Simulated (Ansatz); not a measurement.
# ScAl₃N₄: what the fields show

The calculation's input:

```
crystal:
  lattice:
    - [3.1611816082, 0.0, 0.0]
    - [-1.5805908041, 2.7376635787, 0.0]
    - [0.0, 0.0, 10.300548754]
  atoms:
    - { symbol: Sc, position: [0.3333333333, 0.6666666667, 0.1615585317] }
    - { symbol: Al, position: [0.6666666667, 0.3333333333, 0.4291651903] }
    - { symbol: Al, position: [0.6666666667, 0.3333333333, 0.9187433445] }
    - { symbol: Al, position: [0.3333333333, 0.6666666667, 0.6732509514] }
    - { symbol: "N", position: [0.6666666667, 0.3333333333, 0.2482900332] }
    - { symbol: "N", position: [0.6666666667, 0.3333333333, 0.7355388651] }
    - { symbol: "N", position: [0.3333333333, 0.6666666667, 0.4906683568] }
    - { symbol: "N", position: [0.0, 0.0, 0.986784727] }
basis:
  ecutwfc: 420
kpoints:
  mp_grid: { grid: [12, 12, 4] }
hamiltonian:
  xc: pbe
scf:
  occupations: { method: gaussian, width: 0.02 }
output:
  forces: true
  stress: true
  eigenvalues: true
  write_density: true
  write_potential: true
  elf: true
  volumetric_format: npy
relax:
  adjacent_minimum: "off"
  f_tol: 0.01
  max_steps: 80
  cell: { stress_tol: 0.05 }
```

Run with:

```sh
ansatz run input.yaml --threads 1 --pin off --max-ram 2560MiB --backend cpu --events-out ev --progress --plain --runs-dir out
```

Below, planes, directions and counts refer to the conventional cell (a = 3.16 Å, b = 3.16 Å, c = 10.31 Å, α = 90.00°, β = 90.00°, γ = 120.00°).

The fields are those of the run's last geometry, not of the input's.

Space group P3m1; a generated structure, not necessarily the stable one.

All numbers below come from DFT PBE, scalar-relativistic, plane waves, PAW in Ansatz 0.2.0.

The density is the valence pseudo-density of a PAW calculation; it isn't the true density close to the nuclei.

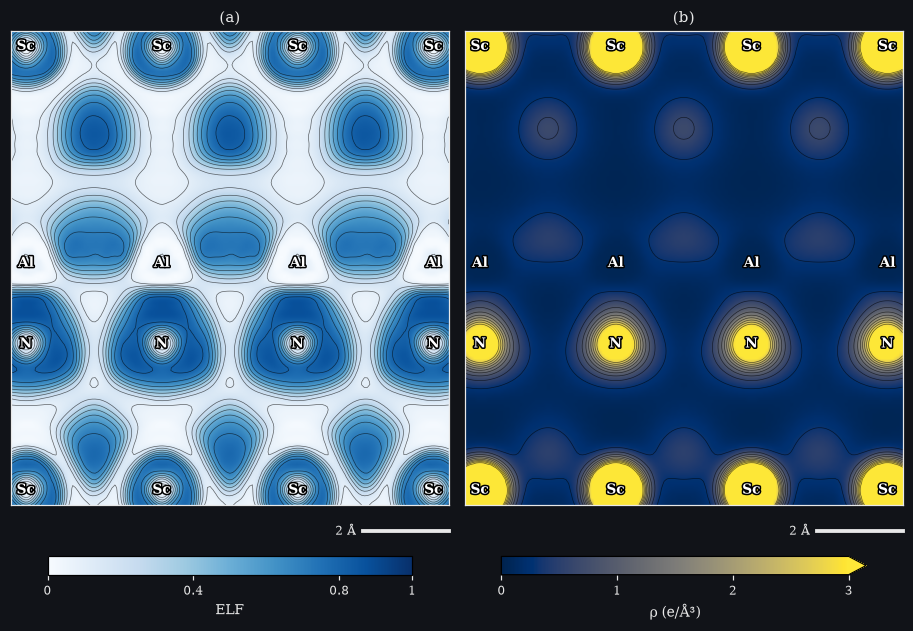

Figure 1. (a) electron localisation function; (b) valence pseudo-density on the (010) plane of the conventional cell.

What does the map show?

The plane passes through Sc, Al and N nuclei.
Atoms just off the plane (Al, 0.9 Å away and N, 0.9 Å away) can leave unmarked features too.
Al–N (1.88 Å): ρ at the midpoint is about 0.71 e/Å³; the ELF peaks at about 0.90 between the atoms: a shared but strongly polarised pair.
Between the atoms the lowest density in this plane is 0.06 e/Å³.
The features right at Sc lie inside the PAW spheres, where the map follows smoothed inner orbitals and isn't to be read closely.

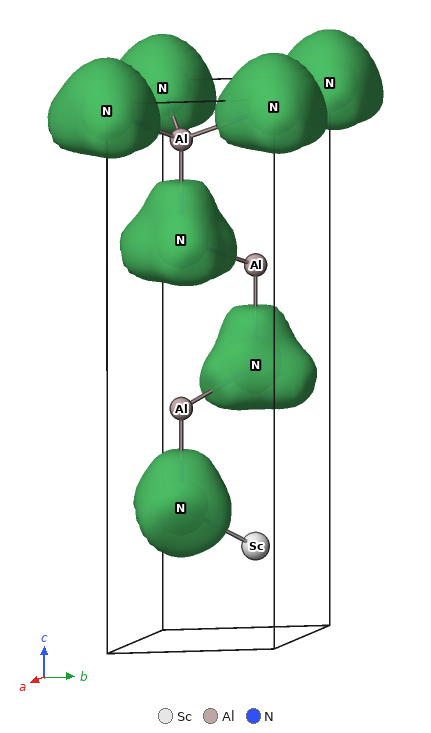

Figure 2. Isosurface of the ELF at 0.75 (green), seen slightly off an axis. Core shells and regions of very low density are left out. Sticks mark near contacts.

Identify the bonds, lone pairs and shells in this picture.

The surface consists of four regions on N in which the atom's valence shell and bonds are merged, counted in one cell of 8 atoms. Any copies at cell faces, edges or corners count once. Along the contacts the grid gives the following. Al–N (1.86 Å): the ELF peaks at about 0.85 between the atoms, as expected for a shared but strongly polarised pair. Sc–N (2.03 Å): the ELF peaks at about 0.80 in the valence shell of N, 0.6 Å from its nucleus, and is about 0.25 at the midpoint: no localised pair shows between them.

Does the calculation make it a metal, or give it a gap?

It is gapped, with a Kohn–Sham gap of 3.0 eV on the k-point mesh, an upper bound to the gap of this method.
